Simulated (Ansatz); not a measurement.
Structure (in its standard cell), coordinates from a relaxation with DFT PBEsol, scalar-relativistic, plane waves, PAW in Ansatz 0.2.0; the starting structure was generated, so it need not be a known form of this composition:

```cif
data_structure
_symmetry_space_group_name_H-M 'P 1'
_symmetry_Int_Tables_number 1
_cell_length_a 2.7597
_cell_length_b 2.7597
_cell_length_c 21.8448
_cell_angle_alpha 90.000
_cell_angle_beta 90.000
_cell_angle_gamma 120.000
_cell_volume 144.08
loop_
_atom_site_label
_atom_site_type_symbol
_atom_site_fract_x
_atom_site_fract_y
_atom_site_fract_z
_atom_site_occupancy
W1 W 0.00000 0.00000 0.00000 1
W2 W 0.33333 0.66667 0.88909 1
W3 W 0.00000 0.00000 0.77757 1
W4 W 0.66667 0.33333 0.33333 1
W5 W 0.00000 0.00000 0.22243 1
W6 W 0.66667 0.33333 0.11091 1
W7 W 0.33333 0.66667 0.66667 1
W8 W 0.66667 0.33333 0.55576 1
W9 W 0.33333 0.66667 0.44424 1
```

> Predict the [211] zone-axis pattern (100 kV, kinematic, B = 0.8 Å²).

The spots form a centred rectangular net (close to hexagonal) with both shortest vectors at d = 2.38 Å, 61.2° apart. They are 0 1 -1 and -1 1 1. The pattern has symmetry 2mm. Reflections such as 1 1 -3, 2 -1 -3 are allowed but too weak to see at this display level.

Strongest reflections with d > 0.80 Å, one of each family (|F|² from tabulated Gaussian fits of the electron scattering factors, times a small damping for the curvature of the Ewald sphere):

```
    hkl  d (Å)  I (strongest = 100)
 1 -2 0  1.380                  100
1 -1 -1  2.376                   60
 2 0 -4  1.167                   46
 1 0 -2  2.335                   25
3 -2 -4  0.891                   20
3 -1 -5  0.885                   19
```

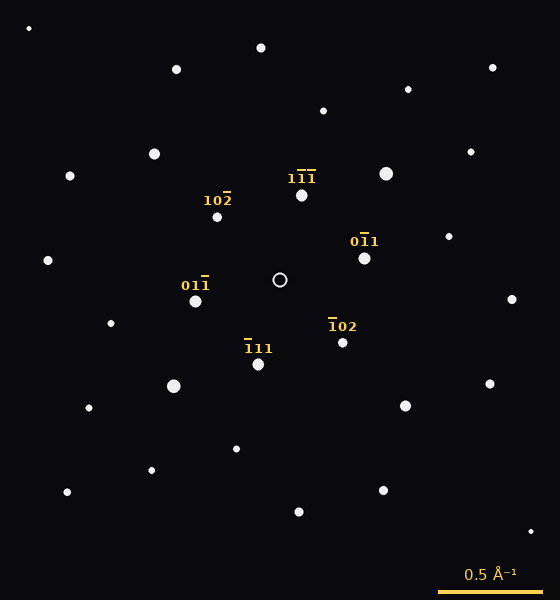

Calculated pattern, seen from the source side with [211] pointing towards the source.
